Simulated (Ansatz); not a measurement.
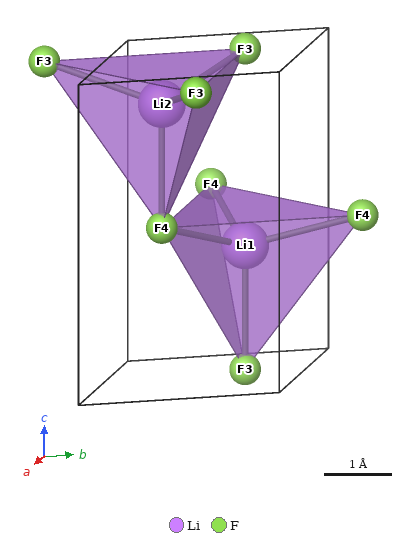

**Figure 1.** The structure as given in the input (polyhedral view of the cell of the calculation, seen slightly off an axis; polyhedra are completed across the faces of the cell; atoms are numbered from 1 in the order of the input).

## LiF: one change and its effect

System: LiF (P6₃mc, 4 atoms in the cell).
Method of run A: DFT, PBE, plane waves, PAW, no spin polarisation (Ansatz 0.2.0).

The structure derives from a Materials Project entry. Text and figures count atoms from 1; the logs count them from 0 in places.

### Input file, run A
```yaml
crystal:
  lattice:
    - [3.1246732426, 0.0, 0.0]
    - [-1.5623366213, 2.7060464066, 0.0]
    - [0.0, 0.0, 4.9034934724]
  atoms:
    - { symbol: Li, position: [0.3333333333, 0.6666666667, 0.3809133199] }
    - { symbol: Li, position: [0.6666666667, 0.3333333333, 0.8809133199] }
    - { symbol: F, position: [0.3333333333, 0.6666666667, 0.9940846801] }
    - { symbol: F, position: [0.6666666667, 0.3333333333, 0.4940846801] }
basis:
  ecutwfc: 420
kpoints:
  mp_grid: { grid: [12, 12, 6] }
hamiltonian:
  xc: pbe
scf:
  occupations: { method: gaussian, width: 0.02 }
  mixing: { algorithm: anderson, beta: 0.7, ndim: 2 }
output:
  forces: true
  eigenvalues: true
  stress: true
relax:
  adjacent_minimum: "off"
  f_tol: 0.01
  max_steps: 80
  cell: { stress_tol: 0.05 }
```

Launched with:
```bash
ansatz run input.yaml --threads 1 --pin off --max-ram 2560MiB --backend cpu --events-out ev --progress --plain --runs-dir out
```

Hardware: 1 thread of AMD EPYC (Zen 5), 16 GiB of memory available, shared host.

### Output, shortened to warnings, some set-up lines, iterations and results (run A)
```
Basis set: ecut = 420 eV, 797 PW (Γ), exchange–correlation on 48×48×72 points (8 copies of the dense FFT grid, shifted against one another)
Symmetry: 12 space group operations
k-points: 76 of 864 (time reversal used)
Initial density: superposition of atomic densities (neutral atoms: chi_scale 0, normalization atom), corrected by the library's trained network
[...]
SCF iter   1: F=—  HF=-2032.370017 eV  |F-HF|=—  |Δ(HF+E_count)|=         —  Δρ=6.22e-4  dr2=7.59e-5  ethr=1.77e-3  ⟨swp⟩=6.0  Hψ=5159  notcnv=0
SCF iter   2: F=—  HF=-2032.370229 eV  |F-HF|=—  |Δ(HF+E_count)|=   2.12e-4  Δρ=2.46e-4  dr2=1.94e-5  ethr=3.80e-7  ⟨swp⟩=2.0  Hψ=2584  notcnv=0  κ⁻¹=1.0e0(r=1)
SCF iter   3: F=—  HF=-2032.370277 eV  |F-HF|=—  |Δ(HF+E_count)|=   4.77e-5  Δρ=2.49e-4  dr2=1.30e-5  ethr=9.68e-8  ⟨swp⟩=2.0  Hψ=1972  notcnv=0  κ⁻¹=1.0e0(r=1)
SCF iter   4: F=—  HF=-2032.370271 eV  |F-HF|=—  |Δ(HF+E_count)|=   5.56e-6  Δρ=5.91e-5  dr2=1.40e-6  ethr=6.50e-8  ⟨swp⟩=2.1  Hψ=1634  notcnv=0  κ⁻¹=1.0e0(r=1)
SCF iter   5: F=—  HF=-2032.370273 eV  |F-HF|=—  |Δ(HF+E_count)|=   2.14e-6  Δρ=2.01e-5  dr2=1.76e-7  ethr=7.02e-9  ⟨swp⟩=2.0  Hψ=1537  notcnv=0  κ⁻¹=1.0e0(r=1)
[...]
SCF 1 converged in 6 iterations: F = -2032.370274 eV  dr2 = 2.10e-8
[...]
SCF iter   4: F=—  HF=-2032.370274 eV  |F-HF|=—  |Δ(HF+E_count)|=   1.11e-8  Δρ=1.82e-6  dr2=7.82e-10  ethr=2.69e-11  ⟨swp⟩=2.8  Hψ=1901  notcnv=0  κ⁻¹=1.0e0(r=1)
SCF iter   5: F=—  HF=-2032.370274 eV  |F-HF|=—  |Δ(HF+E_count)|=   2.81e-9  Δρ=6.46e-7  dr2=1.12e-10  ethr=3.91e-12  ⟨swp⟩=2.1  Hψ=1580  notcnv=0  κ⁻¹=1.0e0(r=1)
SCF iter   6: F=-2032.370274 eV  HF=-2032.370274 eV  |F-HF|=5.68e-12  |Δ(HF+E_count)|=  3.03e-10  Δρ=3.32e-7  dr2=3.11e-11  ethr=1.00e-12  ⟨swp⟩=4.0  Hψ=3306  notcnv=0
SCF 2 converged in 6 iterations: F = -2032.370274 eV  dr2 = 3.11e-11
relax step   2: F+E_penalty+E_count = -2032.37027405 eV  Δ(F+E_penalty+E_count) = -1.283e-8 eV  max|allowed force component| = 6.559e-5 eV/Å  Δτ_max = 0.0000 Å  P = +0.005 …
basis re-selected at this cell: Δ(F+E_penalty+E_count) = -1.283e-8 eV, ΔP = -0.000 GPa vs the last step (what re-selecting the basis moved, of the pressure what is left beyond the Pulay correction that the steps carried, after the strain that the cell walked since its last selection, with what the …
SCF converged after 6 iterations
Stability not checked: this state was not tested for a lower state beside it, because the mixer in use, unlike msr1, does not test its closes by its own steps (another_mixer; see scf.mixing.algorithm and scf.lower_state_search)
Free energy (F): -2032.370274 eV
Harris-Foulkes:  -2032.370274 eV  (|F-HF|=5.68e-12)
Internal energy: -2032.370274 eV  (E = F + TS)
E sigma→0 (E₀):  -2032.370274 eV
Fermi energy:    2.722562 eV
--- Per-component energies (eV) ---
  E_band       = -270.651093
  E_kinetic    = 460.231045
  E_local      = -1498.635137  (includes V_loc(G=0)·N_el)
  E_nonlocal   = 80.789333
  E_hartree    = 539.901030
  E_xc         = -183.137552
  E_vxc        = -234.808528  (∫ρ·V_xc dr)
  E_paw        = -443.565846  (= ΣΔE_a)
  E_vpaw       = -158.034120  (= ΣTr[D̂ρ^β])
  E_aug_tail   = 0.004013  (compensation charges beyond the density's cutoff)
  E_ewald      = -987.957161
  E_smearing   = -0.000000  (= −TS)
  E_closure    = 0.000000  (closes the sum)
  Σ components = -2032.370274   (vs F -2032.370274, Δ=0.00e0)
--- Forces (eV/Å), atoms counted from 1 ---
  atom   1  Li    -0.00000000    -0.00000000     0.00004288
  atom   2  Li    -0.00000000     0.00000000     0.00004288
  atom   3  F      0.00000000     0.00000000    -0.00008829
  atom   4  F      0.00000000    -0.00000000    -0.00008829
  max |Σ_I F_I| component: 9.08e-5 eV/Å
--- Stress (GPa, compression-positive) ---
        0.003471       0.000000       0.000000
        0.000000       0.003471       0.000000
        0.000000       0.000000       0.008938
  P = ⅓ Tr σ = 0.0053 GPa (0.053 kbar)
--- Relaxed structure (1 steps of the walk, 1 accepted, 1 SCFs on fresh bases) ---
  F+E_penalty+E_count = -2032.37027405 eV   max|allowed force component| = 6.559e-5 eV/Å   (the final SCF, on the basis selected at the relaxed cell)
  cell:  # Å, volume = 41.4615 Å³
    - [3.1246732425901294, 0.0, 0.0]
    - [-1.5623366212950647, 2.7060464066085483, 0.0]
    - [0.0, 0.0, 4.9034934724]
  atoms:
[...]
```

The input of run B differs as follows (lines with − go, lines with + come):
```diff
-  mixing: { algorithm: anderson, beta: 0.7, ndim: 2 }
```

What does this change do to the results?

Both reach the same energy, so the change doesn't alter the result. The SCF takes 11 iterations over all geometry steps against 12.

### Output, shortened to warnings, some set-up lines, iterations and results (run B)
```
Basis set: ecut = 420 eV, 797 PW (Γ), exchange–correlation on 48×48×72 points (8 copies of the dense FFT grid, shifted against one another)
Symmetry: 12 space group operations
k-points: 76 of 864 (time reversal used)
Initial density: superposition of atomic densities (neutral atoms: chi_scale 0, normalization atom), corrected by the library's trained network
[...]
SCF iter   1: F=—  HF=-2032.370017 eV  |F-HF|=—  |Δ(HF+E_count)|=         —  Δρ=6.22e-4  dr2=7.59e-5  ethr=1.77e-3  ⟨swp⟩=6.0  Hψ=5159  notcnv=0
SCF iter   2: F=—  HF=-2032.370212 eV  |F-HF|=—  |Δ(HF+E_count)|=   1.96e-4  Δρ=3.13e-4  dr2=2.24e-5  ethr=3.80e-7  ⟨swp⟩=2.0  Hψ=2584  notcnv=0
SCF iter   3: F=—  HF=-2032.370284 eV  |F-HF|=—  |Δ(HF+E_count)|=   7.16e-5  Δρ=3.74e-4  dr2=3.47e-5  ethr=1.12e-7  ⟨swp⟩=2.0  Hψ=1974  notcnv=0
SCF iter   4: F=—  HF=-2032.370275 eV  |F-HF|=—  |Δ(HF+E_count)|=   9.34e-6  Δρ=1.41e-4  dr2=4.71e-6  ethr=1.12e-7  ⟨swp⟩=2.0  Hψ=1421  notcnv=0
SCF iter   5: F=—  HF=-2032.370274 eV  |F-HF|=—  |Δ(HF+E_count)|=   3.62e-7  Δρ=4.64e-5  dr2=5.29e-7  ethr=2.36e-8  ⟨swp⟩=2.2  Hψ=1561  notcnv=0
[...]
SCF 1 converged in 6 iterations: F = -2032.370274 eV  dr2 = 2.92e-8
[...]
SCF iter   3: F=—  HF=-2032.370274 eV  |F-HF|=—  |Δ(HF+E_count)|=  3.69e-10  Δρ=3.66e-6  dr2=1.74e-9  ethr=6.53e-11  ⟨swp⟩=2.1  Hψ=1494  notcnv=0
SCF iter   4: F=—  HF=-2032.370274 eV  |F-HF|=—  |Δ(HF+E_count)|=   1.62e-9  Δρ=3.07e-6  dr2=1.75e-9  ethr=8.70e-12  ⟨swp⟩=2.1  Hψ=1509  notcnv=0
SCF iter   5: F=-2032.370274 eV  HF=-2032.370274 eV  |F-HF|=7.28e-12  |Δ(HF+E_count)|=   1.03e-9  Δρ=2.25e-7  dr2=7.72e-12  ethr=1.00e-12  ⟨swp⟩=2.6  Hψ=3994  notcnv=0
SCF 2 converged in 5 iterations: F = -2032.370274 eV  dr2 = 7.72e-12
relax step   2: F+E_penalty+E_count = -2032.37027405 eV  Δ(F+E_penalty+E_count) = -1.501e-8 eV  max|allowed force component| = 6.539e-5 eV/Å  Δτ_max = 0.0000 Å  P = +0.005 …
basis re-selected at this cell: Δ(F+E_penalty+E_count) = -1.501e-8 eV, ΔP = +0.001 GPa vs the last step (what re-selecting the basis moved, of the pressure what is left beyond the Pulay correction that the steps carried, after the strain that the cell walked since its last selection, with what the …
SCF converged after 5 iterations
Free energy (F): -2032.370274 eV
Harris-Foulkes:  -2032.370274 eV  (|F-HF|=7.28e-12)
Internal energy: -2032.370274 eV  (E = F + TS)
E sigma→0 (E₀):  -2032.370274 eV
Fermi energy:    2.722555 eV
--- Per-component energies (eV) ---
  E_band       = -270.651207
  E_kinetic    = 460.231097
  E_local      = -1498.635396  (includes V_loc(G=0)·N_el)
  E_nonlocal   = 80.789397
  E_hartree    = 539.901213
  E_xc         = -183.137553
  E_vxc        = -234.808529  (∫ρ·V_xc dr)
  E_paw        = -443.565885  (= ΣΔE_a)
  E_vpaw       = -158.034147  (= ΣTr[D̂ρ^β])
  E_aug_tail   = 0.004013  (compensation charges beyond the density's cutoff)
  E_ewald      = -987.957161
  E_smearing   = -0.000000  (= −TS)
  E_closure    = 0.000000  (closes the sum)
  Σ components = -2032.370274   (vs F -2032.370274, Δ=0.00e0)
--- Forces (eV/Å), atoms counted from 1 ---
  atom   1  Li     0.00000000    -0.00000000     0.00004354
  atom   2  Li     0.00000000     0.00000000     0.00004354
  atom   3  F     -0.00000000     0.00000000    -0.00008725
  atom   4  F      0.00000000    -0.00000000    -0.00008725
  max |Σ_I F_I| component: 8.74e-5 eV/Å
--- Stress (GPa, compression-positive) ---
        0.003443       0.000000       0.000000
        0.000000       0.003443       0.000000
        0.000000       0.000000       0.008908
  P = ⅓ Tr σ = 0.0053 GPa (0.053 kbar)
--- Relaxed structure (1 steps of the walk, 1 accepted, 1 SCFs on fresh bases) ---
  F+E_penalty+E_count = -2032.37027405 eV   max|allowed force component| = 6.539e-5 eV/Å   (the final SCF, on the basis selected at the relaxed cell)
  cell:  # Å, volume = 41.4615 Å³
    - [3.1246732425901294, 0.0, 0.0]
    - [-1.5623366212950647, 2.7060464066085483, 0.0]
    - [0.0, 0.0, 4.9034934724]
  atoms:
    - { symbol: Li, position: [0.3333333333333333, 0.6666666666666666, 0.38091331990000005] }
    - { symbol: Li, position: [0.6666666666666666, 0.3333333333333333, 0.8809133199000002] }
[...]
```

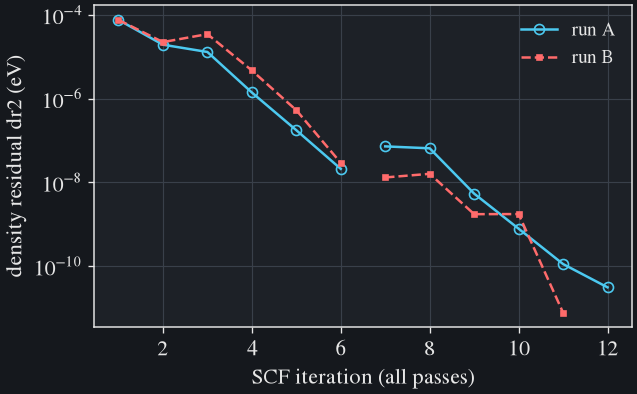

**Figure 2.** Convergence of the two runs: density residual dr2 against the SCF iteration. A break in a curve parts two SCF passes. Run A takes 12 iterations in all, and run B takes 11.

### The two runs side by side

```csv
quantity,run A,run B
outcome,converged,converged
free energy per atom (eV),−508.0926,−508.0926
gap on the mesh (eV),7.60,7.60
pressure (GPa),0.01,0.01
largest force (eV/Å),0.000,0.000
SCF iterations,12,11
irreducible k-points,76,76
wall time (shared host),2.9 s,2.8 s
```
